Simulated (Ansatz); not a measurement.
Single-point calculation of WSi$_{2}$

System: WSi$_{2}$ (slab, 12 atoms in the cell).
Method: DFT r2SCAN, scalar-relativistic, plane waves, PAW, no spin polarisation (Ansatz 0.2.0).

The structure derives from an entry of the Crystallography Open Database. It belongs to a series of runs on one base structure; here: (1 0 1) slab cut from the bulk. Figures and captions count atoms from 1; the log counts them from 0 in places.

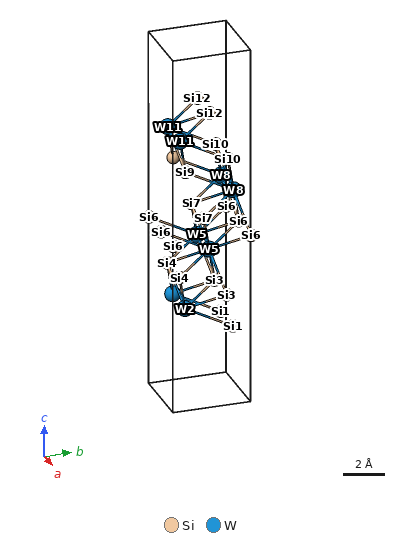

The structure (ball-and-stick view of the 2 × 1 repeat of the cell, with the vacuum cut short, seen slightly off an axis; atoms are numbered from 1 in the order of the input). An atom can appear more than once, as a periodic image.

### Summary

```tsv
quantity	value
outcome	converged
electrons treated	88
free energy	−46701.3785 eV
work function, top face	5.15 eV
work function, bottom face	5.15 eV
Fermi energy	4.729 eV
gap on the k-point mesh	none (metallic)
work function (upper face)	5.15 eV
largest force (length of the vector)	1.128 eV/Å
hardware	2 threads of Intel Xeon (Granite Rapids), 32 GiB of memory available, shared host
wall time	69 s (CPU time 2.3 min)
peak memory	1.6 GiB
```

### Notes

The program warns: the k-point mesh lowers the symmetry that the run can use; the exchange-correlation potential is rough where the density is thin. Spin–orbit coupling is left out, which matters for W.

### Input file
```yaml
crystal:
  lattice:
    - [3.2112931011, 0.0, 0.0]
    - [-1.6056465505, 4.2197285864, 0.0]
    - [0.0, 0.0, 25.8978695058]
  atoms:
    - { symbol: Si, position: [0.4311338902, 0.8622677803, 0.2895991116] }
    - { symbol: W, position: [0.144787432, 0.2895748639, 0.3279937592] }
    - { symbol: Si, position: [0.8584409738, 0.7168819476, 0.3663884069] }
    - { symbol: Si, position: [0.5759213221, 0.1518426443, 0.4042699387] }
    - { symbol: W, position: [0.2895748639, 0.5791497279, 0.4426645864] }
    - { symbol: Si, position: [0.0032284058, 0.0064568115, 0.4810592341] }
    - { symbol: Si, position: [0.7207087541, 0.4414175082, 0.5189407659] }
    - { symbol: W, position: [0.4343622959, 0.8687245918, 0.5573354136] }
    - { symbol: Si, position: [0.1480158377, 0.2960316755, 0.5957300613] }
    - { symbol: Si, position: [0.8654961861, 0.7309923722, 0.6336115931] }
    - { symbol: W, position: [0.5791497279, 0.1582994558, 0.6720062408] }
    - { symbol: Si, position: [0.2928032697, 0.5856065394, 0.7104008884] }
basis:
  ecutwfc: 500
kpoints:
  mp_grid: { grid: [12, 8, 1] }
hamiltonian:
  xc: r2scan
scf:
  occupations: { method: gaussian, width: 0.1 }
output:
  forces: true
  stress: true
  eigenvalues: true
  write_density: true
  write_potential: true
  elf: true
  volumetric_format: npy
efield:
  axis: 3
  dipole_correction: true
  ramp_width: 0.04
```

Command:
```bash
ansatz run input.yaml --threads 2 --pin off --max-ram 5120MiB --backend cpu --events-out ev --progress --plain --runs-dir out
```

### What the program printed
```
Warning: crystal.symmetry: narrowed to the stabiliser of the k-point mesh — unitary ops 2 → 1; excluded 1 operation that carries a point of the 12×8×1 mesh (shift [0, 0, 0]) off the mesh (the run samples exactly the mesh kpoints.mp_grid names, as under crystal.symmetry.detect: false, and its converged state has the mesh's symmetry, not the crystal's; ε∞, the Born charges and the force constants of a linear response (`dielectric:` by the response, `phonons.method: dfpt`) are averaged over those of the crystal's operations that the state keeps within a tolerance, where `mesh_tensors`, `unaveraged_element` or `gamma_mean_max_change_ev_ang2` stands beside them; a row that `dielectric.field_direction` solves alone is averaged likewise, with nothing beside; a Γ-centred mesh of equal divisions is mapped onto itself by every operation and keeps the whole group, as does a half-shifted one under kpoints.further_shifts: images)
Engine: ansatz 0.2.0, x86_64-unknown-linux-gnu
Pseudopotentials: kind: paw
Pseudopotential: Si, paw, valence charge 4, recommended cutoff 500 eV (meta_gga), Si.paw.azcp
Pseudopotential: W, paw, valence charge 14, recommended cutoff 500 eV (meta_gga), W.paw.azcp
Functional definition: r2SCAN
  parameter k0 = 0.174
  parameter k1 = 0.065
  parameter a1 = 4.9479
  exchange = r2scan_x(k0 = k0, k1 = k1, a1 = a1)
  correlation = r2scan_c
Crystal: 12 atoms, lattice volume = 350.936 Å³
Basis set: ecut = 500 eV, 8921 PW (Γ), exchange–correlation on 96×144×768 points (64 copies of the dense FFT grid, shifted against one another)
Bands: 56, of which v1, the nominal top of the filled ones, is band 44 counted from 1 (43 counted from 0)
Symmetry: 1 space group operations
k-points: 50 of 96 (time reversal used)
Non-local potential: Si, projectors of the file, l = 0: 2, l = 1: 2, l = 2: 2
Non-local potential: W, projectors of the file, l = 0: 3, l = 1: 2, l = 2: 2, l = 3: 1
PAW form: soft (Blöchl's): semilocal exchange-correlation on the pseudo side does not see the compensation charge
PAW frozen core: Si, regenerated for the run's functional (the file was generated under x = pbe(κ = 0.804, μ = 0.2195149727645171), c = pbe(β = 0.06672455060314922))
PAW frozen core: W, regenerated for the run's functional (the file was generated under x = pbe(κ = 0.804, μ = 0.2195149727645171), c = pbe(β = 0.06672455060314922))
PAW one-centre angular grid: Si, 302 points (default); XC on 160 Gauss nodes
PAW one-centre angular grid: W, 590 points (default); XC on 160 Gauss nodes
Initial density: superposition of atomic densities (neutral atoms: chi_scale 0, normalization atom), corrected by the library's trained network
Initial wavefunctions: pseudopotential atomic-orbital guess
Functional: x = r2scan, c = r2scan; τ floored in thin density (d = 2e-4 eV/Å³)
SCF iter   1: F=—  HF=-46701.184689 eV  |F-HF|=—  |Δ(HF+E_count)|=         —  Δρ=5.37e-3  dr2=4.31e-1  dr2_τ=2.64e-1  ethr=1.77e-3  p=-0.000 e·Å  D=-2.45e-12 V/Å  ΔV_dip=0.00 eV  dr2_dipole=7.74e-10  V_vac-E_F(+/−)=4.85/4.85 eV  ⟨swp⟩=10.7  Hψ=16608  notcnv=0  defer=48
efield: sawtooth ramp at fractional position 0.9800 (placed from the atoms, in the widest stretch of the axis that holds none; the zero of the levels goes with the place), width 0.0400; the density the first Hamiltonian is built on has a dipole p = -0.000 e·Å; the dipole correction subtracts the counter field D = -2.45e-12 V/Å, which shifts the + side's vacuum level by +0.00 eV against the − side's; the planar-averaged density in the ramp window peaks in size at 2.3e-5 e/Å³
preconditioner: auto → LDOS  [metal: Δε(μ)=0.028 eV  Ē_g=7.341 eV  σ=0.100 eV  W_gap=0.15  n_scr=62 (ndim 8)  ℏωp=14.8 eV  f_vac=0.451  D(μ)=5.25/eV (n_scr^D=22)  β→1.0]
SCF iter   2: F=—  HF=-46701.392471 eV  |F-HF|=—  |Δ(HF+E_count)|=   2.08e-1  Δρ=3.30e-3  dr2=8.61e-2  dr2_τ=6.87e-3  ethr=4.90e-4  p=-0.000 e·Å  D=-2.30e-5 V/Å  ΔV_dip=0.00 eV  dr2_dipole=9.95e-7  V_vac-E_F(+/−)=5.08/5.08 eV  ⟨swp⟩=2.9  Hψ=5148  notcnv=0  defer=222
SCF iter   3: F=—  HF=-46701.378699 eV  |F-HF|=—  |Δ(HF+E_count)|=   1.38e-2  Δρ=9.10e-4  dr2=1.02e-2  dr2_τ=1.27e-3  ethr=9.79e-5  p=-0.000 e·Å  D=-3.70e-6 V/Å  ΔV_dip=0.00 eV  dr2_dipole=3.19e-7  V_vac-E_F(+/−)=5.10/5.10 eV  ⟨swp⟩=3.7  Hψ=6290  notcnv=0  defer=222
SCF iter   4: F=—  HF=-46701.378264 eV  |F-HF|=—  |Δ(HF+E_count)|=   4.35e-4  Δρ=3.23e-4  dr2=1.01e-3  dr2_τ=7.59e-5  ethr=1.16e-5  p=-0.000 e·Å  D=-1.78e-6 V/Å  ΔV_dip=0.00 eV  dr2_dipole=2.54e-9  V_vac-E_F(+/−)=5.13/5.13 eV  ⟨swp⟩=2.0  Hψ=3978  notcnv=0  defer=222
SCF iter   5: F=—  HF=-46701.378176 eV  |F-HF|=—  |Δ(HF+E_count)|=   8.79e-5  Δρ=9.65e-5  dr2=4.61e-5  dr2_τ=3.95e-6  ethr=1.15e-6  p=-0.000 e·Å  D=-1.20e-6 V/Å  ΔV_dip=0.00 eV  dr2_dipole=1.13e-9  V_vac-E_F(+/−)=5.14/5.14 eV  ⟨swp⟩=3.1  Hψ=5819  notcnv=0  defer=222
SCF iter   6: F=—  HF=-46701.378462 eV  |F-HF|=—  |Δ(HF+E_count)|=   2.86e-4  Δρ=3.68e-5  dr2=9.04e-6  dr2_τ=3.17e-7  ethr=5.24e-8  p=-0.000 e·Å  D=-7.54e-7 V/Å  ΔV_dip=0.00 eV  dr2_dipole=1.06e-10  V_vac-E_F(+/−)=5.15/5.15 eV  ⟨swp⟩=2.0  Hψ=4406  notcnv=0  defer=222
SCF iter   7: F=—  HF=-46701.378466 eV  |F-HF|=—  |Δ(HF+E_count)|=   3.80e-6  Δρ=9.25e-6  dr2=6.07e-7  dr2_τ=4.34e-8  ethr=1.03e-8  p=-0.000 e·Å  D=-1.66e-7 V/Å  ΔV_dip=0.00 eV  dr2_dipole=1.19e-10  V_vac-E_F(+/−)=5.15/5.15 eV  ⟨swp⟩=3.1  Hψ=5828  notcnv=0  defer=222
SCF iter   8: F=-46701.378466 eV  HF=-46701.378466 eV  |F-HF|=1.09e-8  |Δ(HF+E_count)|=   3.45e-7  Δρ=3.26e-6  dr2=6.54e-8  dr2_τ=2.40e-9  ethr=1.14e-10  p=-0.000 e·Å  D=-1.36e-7 V/Å  ΔV_dip=0.00 eV  dr2_dipole=7.41e-12  V_vac-E_F(+/−)=5.15/5.15 eV  ⟨swp⟩=27.8  Hψ=30364  notcnv=0
SCF 1 converged in 8 iterations: F = -46701.378466 eV  dr2 = 6.54e-8
  greatest PAW one-centre occupation: 0.999 electrons in one spin orbital (limit 2), on the W atom at site 1 (counted from 0), in its partial waves of l = 0
WARN: The output density's exchange-correlation potential varies sharply where the density is thin. Do not read a vacuum level from v_tot or v_xc, or from such a field of the output density. On a cell that repeats whose density bears no net charge and no dipole along the vacuum's axis use v_es (v_loc + v_h of the components); under efield.dipole_correction with no amplitude use v_es + v_field, which holds any external_charges[].barrier, or the levels of the report's work_function block, which leave it out; under a non-zero efield.amplitude the vacuum is tilted and has no level; on a cell that repeats and bears such a dipole with no correction it is tilted too, and efield.dipole_correction with no amplitude gives each side of its ramp a level where efield: is served; in a cell that repeats whose density bears a net charge (total_charge, or a fill off its count) it is curved and has none; of a slab under crystal.periodic whose density bears no net charge use v_es, which has a level on each side, short of where the two are joined; of another it falls or rises all the way out and has none; of a slab beside external_charges read slab_vacuum_level instead, which it has where they leave it neutral. The grid or the basis barely resolves most such structure, and the values can differ between equally converged runs; as a rule a tighter scf.convergence.dr2_threshold does not remove it. Where the density itself ripples (under the LDA too) a higher basis.ecutwfc lessens it. The files hold the spikes' plane waves up to the density's cutoff. Files: v_tot_of_output_density and the like, and their columns of v_z.tsv (output.write_potential); v_xc_of_output_density and the like, and their columns of v_comp_z.tsv (output.write_potential_components). Measured: with its Gaussian average of σ = 0.25 Å subtracted twice, the exchange-correlation potential is over 0.1 eV at 891 of the grid points where the equally averaged density (valence and model cores) is under 1e-3 e/Å³, and 0.460 eV at the most among them, at an averaged density of 4.9e-9 e/Å³. The input density's (outcome.potential() and, of a run that writes arrays, v_tot and v_xc) is over 0.1 eV, so measured, at 210 points of its own thin density, 0.309 eV at the most. See output.write_potential in the manual, Limitations
SCF converged after 8 iterations
Free energy (F): -46701.378466 eV
Harris-Foulkes:  -46701.378466 eV  (|F-HF|=1.09e-8)
Internal energy: -46701.352550 eV  (E = F + TS)
E sigma→0 (E₀):  -46701.365508 eV
Entropy (-TS):   -0.025916 eV (-2.160 meV/atom)
Fermi energy:    4.728888 eV
Dipole field:    D = -0.000003 V/Å  (p = -0.000006 e·Å, saw-weighted, corrected)
Work function:   Φ+ = 5.1523 eV   Φ− = 5.1523 eV
Levels:          The Fermi level and band energies are counted from a zero that moves with the ramp; work functions are not
--- Per-component energies (eV) ---
  E_band       = -1384.574990
  E_kinetic    = 2149.200256
  E_local      = -69951.049422  (includes V_loc(G=0)·N_el)
  E_nonlocal   = 198.405018
  E_hartree    = 34077.512481
  E_xc         = -1416.891092
  E_vxc        = -1453.612950  (∫ρ·V_xc dr)
  E_paw        = -38528.703874  (= ΣΔE_a)
  E_vpaw       = -554.138534  (= ΣTr[D̂ρ^β])
  E_aug_tail   = -0.000174  (compensation charges beyond the density's cutoff)
  E_vtau       = 71.609591  (kinetic-family band-sum trace: ∫τ·v_τ [+ j·A + Jᵃ·Aᵃ] dr)
  E_efield     = 0.000000  (sawtooth field / dipole correction)
  E_vefield    = 0.000000  (∫n·V_field dr)
  E_ewald      = 26773.137515
  E_core_change = -2.963259  (= ΣΔE_core)
  E_smearing   = -0.025916  (= −TS)
  E_closure    = 0.000000  (closes the sum)
  Σ components = -46701.378466   (vs F -46701.378466, Δ=0.00e0)
--- Forces (eV/Å), atoms counted from 1 ---
  atom   1  Si     0.00546086     0.20255034     0.63594418
  atom   2  W     -0.01294565     0.05414846     0.84200910
  atom   3  Si    -0.00066923    -0.00642939    -1.12826638
  atom   4  Si     0.00161571    -0.13276662    -0.59552465
  atom   5  W      0.00155381    -0.09768404     0.35124338
  atom   6  Si     0.00017020     0.10788983    -0.06925289
  atom   7  Si    -0.00016952    -0.10786985     0.06924271
  atom   8  W     -0.00155482     0.09764610    -0.35123410
  atom   9  Si    -0.00161644     0.13279668     0.59552906
  atom  10  Si     0.00066828     0.00640713     1.12825834
  atom  11  W      0.01294446    -0.05412662    -0.84200369
  atom  12  Si    -0.00546146    -0.20256571    -0.63594301
  max |Σ_I F_I| component: 3.79e-6 eV/Å
--- Stress (GPa, compression-positive) ---
       -3.400190      -0.007383       0.021751
       -0.007383      -1.672769      -0.823064
        0.021751      -0.823064      -2.120847
  P = ⅓ Tr σ = -2.3979 GPa (-23.979 kbar)
--- Band table (eV; the first three rows and the last of 50) ---
  k-point 0: bands = ["-70.6818", "-70.6775", "-70.6080", "-70.6080", "-34.5187", "-34.4284", "-34.3462", "-34.3442", "-34.3349", "-34.3201", "-34.3186", "-34.3088", "-34.1855", "-34.1842", "-34.1177", "-34.1177", "-9.4526", "-8.4767", "-7.1779", "-5.6937", "-3.9205", "-2.5995", "-2.1517", "-0.9787", "-0.8094", "-0.4219", "-0.2190", "0.7249", "0.9481", "1.8899", "1.9529", "2.1125", "2.1672", "2.2556", "2.3228", "2.4102", "2.4232", "2.9568", "3.0823", "3.7755", "3.8213", "4.2665", "4.3149", "5.1069", "5.6672", "6.7767", "6.7985", "7.5796", "7.9482", "7.9571", "8.2782", "8.5704", "8.8007", "8.9123", "9.1475", "9.1495"]
  k-point 1: bands = ["-70.6818", "-70.6774", "-70.6080", "-70.6080", "-34.5187", "-34.4283", "-34.3482", "-34.3447", "-34.3353", "-34.3203", "-34.3190", "-34.3089", "-34.1871", "-34.1857", "-34.1178", "-34.1178", "-9.2939", "-8.3262", "-7.0431", "-5.5574", "-3.8929", "-3.1925", "-2.4789", "-1.6774", "-1.3156", "-0.2555", "0.4846", "0.8551", "1.5181", "1.7444", "1.7831", "2.3013", "2.3175", "2.3407", "2.3852", "2.4159", "2.5529", "2.9519", "3.2363", "3.6401", "3.6845", "4.1005", "4.6155", "5.0483", "5.7162", "6.5651", "6.8745", "7.3872", "7.5739", "8.0070", "8.1118", "8.3286", "8.4357", "8.8216", "8.8480", "9.0886"]
  k-point 2: bands = ["-70.6818", "-70.6774", "-70.6080", "-70.6080", "-34.5188", "-34.4283", "-34.3530", "-34.3451", "-34.3369", "-34.3207", "-34.3197", "-34.3090", "-34.1909", "-34.1894", "-34.1180", "-34.1180", "-8.8293", "-7.8891", "-6.6674", "-5.2556", "-4.4153", "-3.7377", "-3.4185", "-2.5564", "-1.6070", "0.0777", "0.1660", "1.0161", "1.4606", "1.7940", "2.3480", "2.3627", "2.5336", "2.6505", "2.6928", "2.7089", "2.8143", "2.9990", "3.3812", "3.4923", "3.6287", "4.2251", "4.8405", "5.0273", "5.7742", "6.0915", "6.5145", "7.0602", "7.1746", "7.4192", "7.5834", "7.7605", "8.2330", "8.3411", "8.4641", "9.2945"]
  k-point 49: bands = ["-70.6731", "-70.6689", "-70.5998", "-70.5998", "-34.5544", "-34.5368", "-34.4856", "-34.4001", "-34.3334", "-34.3334", "-34.3236", "-34.3232", "-34.3110", "-34.2977", "-34.1655", "-34.1642", "-5.3278", "-5.3096", "-4.9351", "-4.8615", "-4.2670", "-3.3958", "-2.7783", "-1.5246", "-1.1865", "-1.1655", "-0.6802", "-0.6012", "-0.2173", "0.2929", "0.7288", "0.9881", "1.1846", "1.5944", "2.0080", "2.2401", "2.3745", "2.3832", "2.6784", "3.0063", "3.8549", "4.0043", "4.0443", "4.4998", "4.7356", "6.4693", "6.5556", "7.0731", "7.0854", "8.0320", "8.0452", "8.2215", "8.4127", "8.5505", "8.7464", "8.7649"]
```

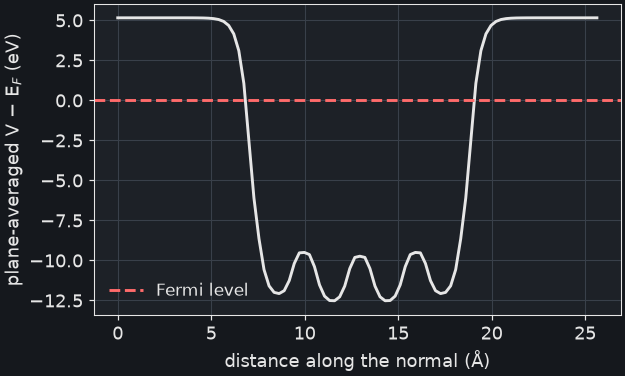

Plane average of the electrostatic potential energy of an electron across the cell, from the Fermi level. The vacuum level lies 5.15 eV above the Fermi level.

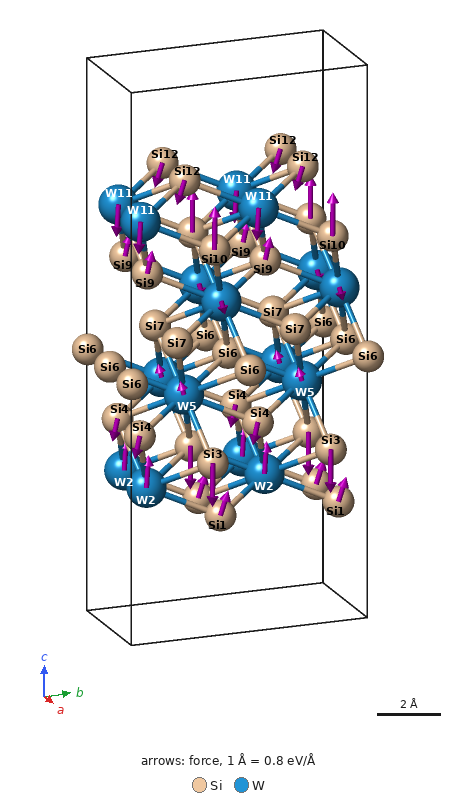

Forces on the atoms as pink arrows (ball-and-stick view of the 2 × 2 repeat of the cell, with the vacuum cut short, seen slightly off an axis; atoms are numbered from 1 in the order of the input). The largest act on Si3, Si10 (1.13 eV/Å); W2, W11 (0.84 eV/Å); Si1, Si12 (0.67 eV/Å); Si4, Si9 (0.61 eV/Å), among others. The geometry is not a stationary point of this energy.

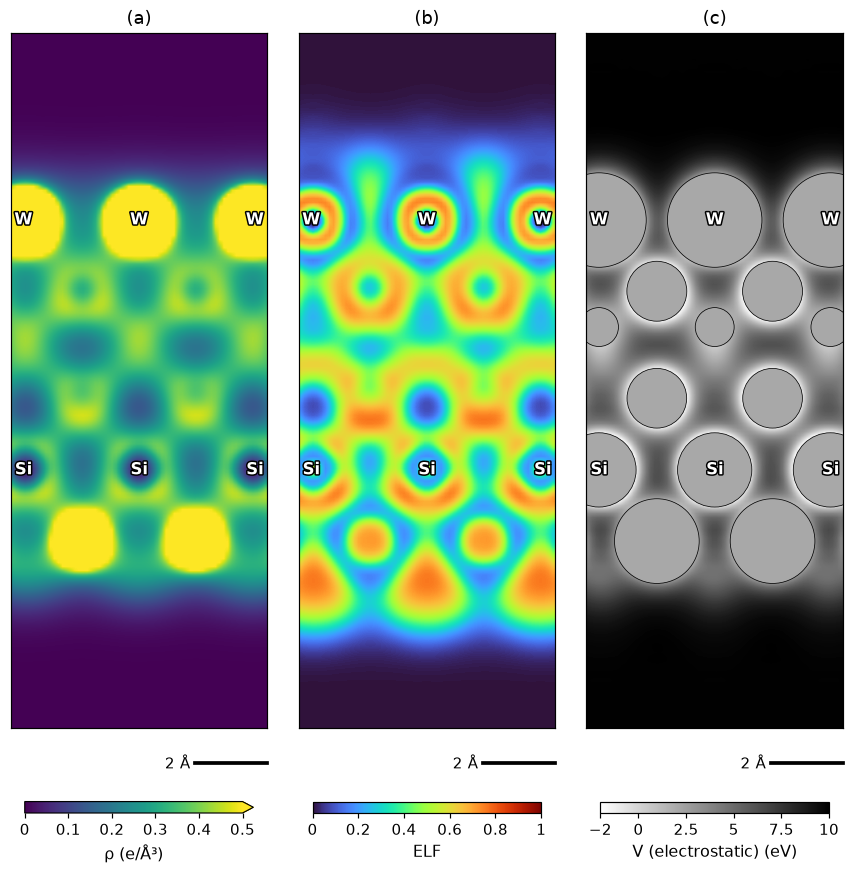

(a) valence charge density (pseudo); (b) electron localisation function; (c) electrostatic potential (local pseudopotential plus Hartree) felt by an electron on the (010) plane of the calculation cell, a cut from vacuum to vacuum. Grey discs, where drawn, cover atomic cores. Atoms in the plane: Si and W. The density dies away to nearly zero in the vacuum. The strong features right at W lie inside the PAW spheres (semicore, d or f shells) and say nothing about bonding. Core electrons are frozen (PAW), so the fields are smoothed inside the atomic spheres.

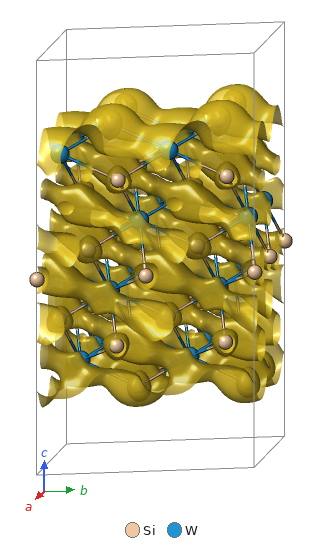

Isosurface of the valence electron density at 0.3 e/Å³ (yellow), seen slightly off an axis. Sticks mark near contacts. At this value the density is joined into sheets; it holds about 85 % of the electrons treated as valence (semicore included). On the grid the lowest density along these lines, outside the cores, is 0.42 e/Å³ (Si–W, 2.61 Å).
